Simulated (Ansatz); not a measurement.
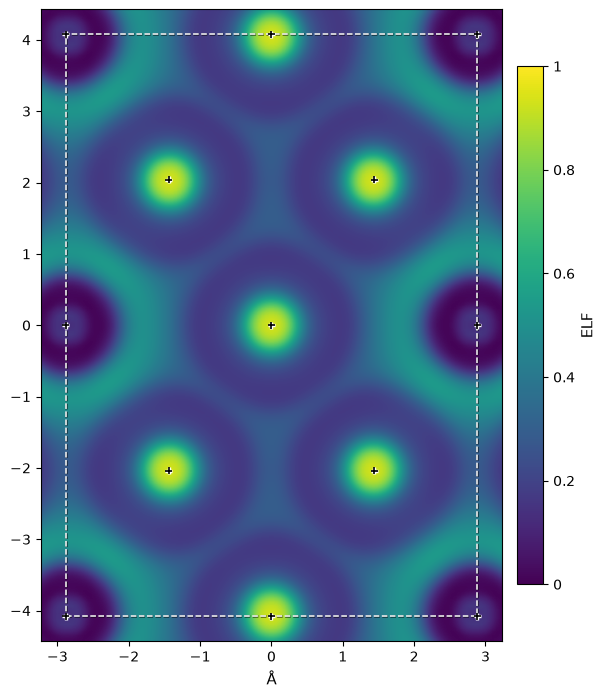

The electron localisation function on a plane through atoms (crosses mark nuclei in the plane).

These are results of DFT PBEsol, scalar-relativistic, plane waves, PAW in Ansatz 0.2.0, not measurements.

Candidates:
A. AlCu3, a = 5.77 Å, b = 5.77 Å, c = 5.77 Å, α = 90.00°, β = 90.00°, γ = 90.00°. Space group Fm-3m; a structure from a database of computed crystals, not necessarily the ambient phase; computed without spin polarisation.
B. WS2, a = 3.15 Å, b = 3.15 Å, c = 12.69 Å, α = 90.00°, β = 90.00°, γ = 120.00°. Space group P6₃/mmc.

Which system is this?

Candidate A: AlCu3 on the (101) plane of the conventional cell, which holds Al and Cu. Al–Cu (2.50 Å): the ELF is about 0.40 at the midpoint. Cu–Cu (2.50 Å): the ELF is about 0.25 at the midpoint; no shared electron pair shows on this line.
